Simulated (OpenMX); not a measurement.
# A series of single points on PbF2

System: PbF2 (3 atoms in the cell).
Method: Kohn-Sham DFT of a periodic cell, PBE, OpenMX 2013 PBE set, no spin polarisation (OpenMX 3.8.5).

The 7 runs differ only in the geometry, by an even scaling of the cell at fixed fractional positions. The structure derives from an entry of the Crystallography Open Database.

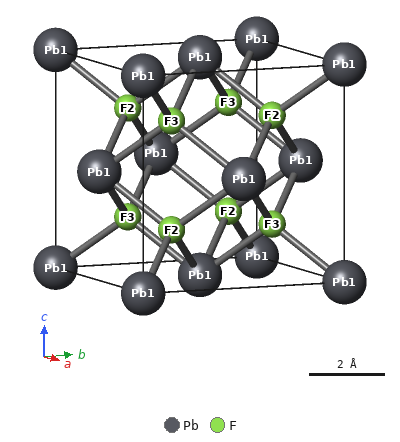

Figure 1. The structure of run 4 (ball-and-stick view of the cell 4 times as large as that of the calculation, set on its symmetry axes, seen slightly off an axis; atoms are numbered from 1 in the order of the input). An atom can appear more than once, as a periodic image.

**Input of run 4**
```
System.CurrrentDirectory             ./
System.Name                          PbF2
DATA.PATH                            ./DFT_DATA13
level.of.stdout                      1
level.of.fileout                     0
Species.Number                       2
<Definition.of.Atomic.Species
  Pb  Pb8.0-s3p2d2f1         Pb_PBE13
  F   F6.0-s2p2d1            F_PBE13
Definition.of.Atomic.Species>

Atoms.Number                         3
Atoms.SpeciesAndCoordinates.Unit     FRAC
<Atoms.SpeciesAndCoordinates
    1  Pb    0.0000000000    0.0000000000    0.0000000000   7.000  7.000
    2  F     0.7500000000    0.7500000000    0.7500000000   3.500  3.500
    3  F     0.2500000000    0.2500000000    0.2500000000   3.500  3.500
Atoms.SpeciesAndCoordinates>

Atoms.UnitVectors.Unit               Ang
<Atoms.UnitVectors
     0.0000000000    2.9636600000    2.9636600000
     2.9636600000    0.0000000000    2.9636600000
     2.9636600000    2.9636600000    0.0000000000
Atoms.UnitVectors>

scf.XcType                           GGA-PBE
scf.SpinPolarization                 off
scf.ElectronicTemperature            580.226
scf.energycutoff                     500.0
scf.maxIter                          100
scf.EigenvalueSolver                 band
scf.Kgrid                            9 9 9
scf.Mixing.Type                      rmm-diisk
scf.Init.Mixing.Weight               0.05
scf.Min.Mixing.Weight                0.001
scf.Max.Mixing.Weight                0.3
scf.Mixing.History                   25
scf.Mixing.StartPulay                8
scf.criterion                        1.0e-8
MD.Type                              nomd
```

Command:
```bash
openmx PbF2.dat -nt 1 > PbF2.std
```

Lattice vectors (Å) and fractional positions of run 4:
```
   0.000000    2.963660    2.963660
   2.963660    0.000000    2.963660
   2.963660    2.963660    0.000000
Pb  0.000000  0.000000  0.000000
F   0.750000  0.750000  0.750000
F   0.250000  0.250000  0.250000
```

Run 3 has the same physical settings and fractional positions; its lattice vectors (Å) are:
```
   0.000000    2.943769    2.943769
   2.943769    0.000000    2.943769
   2.943769    2.943769    0.000000
```

**Results, with one run withheld**

```tsv
run	volume per atom (Å³)	free energy per atom, from the lowest run given (meV)	gap on the mesh (eV)
1	16.313	50.61	4.39
2	16.660	32.40	4.40
3	17.007	?	?
4	17.354	9.02	4.42
5	17.701	2.91	4.43
6	18.048	0.03	4.42
7	18.395	0.00	4.41
```

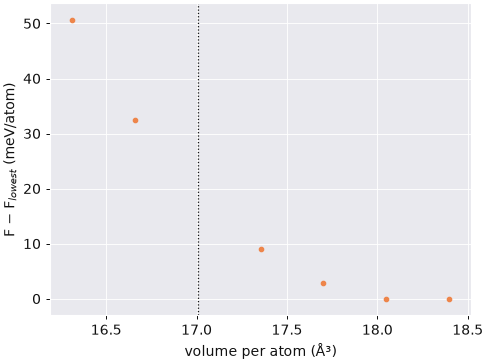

Figure 2. Free energy per atom of the runs given; the dotted line marks run 3.

Fit the runs given and predict run 3.

A cubic polynomial in V^(−2/3) (the Birch–Murnaghan form), fitted to the 6 runs given, misses them by at most 0.01 meV per atom. With x = V^(−2/3) − 0.14901 Å⁻², it reads F = 8.3274 + 3784.4 x + 4.1952e+05 x² + 1.2445e+06 x³ (meV per atom). At run 3 it gives 18.70 meV per atom, and the run itself gives 18.71. The fit has its minimum at 18.223 Å³ per atom, where V d²F/dV² gives 65.6 GPa: the bulk modulus at this level, since symmetry fixes the shape and the positions. The gap on the mesh lies between 4.39 eV (run 1) and 4.43 eV (run 5); run 3 has 4.42 eV. These are gaps of this functional on this mesh, which can miss the band edges; they aren't the measured gap.

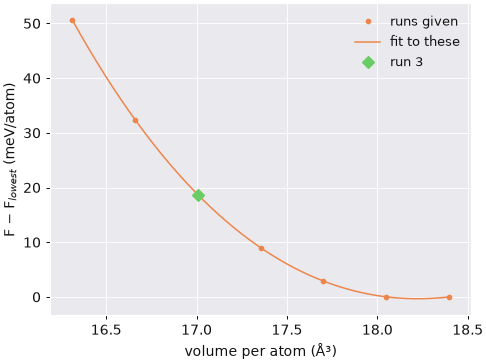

Figure 3. The fit and the withheld run.

**Some lines of the output (run 3)**
```
[...]
  Cell_Volume =    344.300548408696 (Bohr^3)
        Total energy (Hartree) at MD = 1
   kloop=0
   kloop=1
   kloop=364
```

Notes: Points of doubt noted for this run: few d functions beyond semicore. Spin–orbit coupling is left out, which matters for Pb. With a small basis of atomic orbitals these values can differ much from converged plane-wave results.
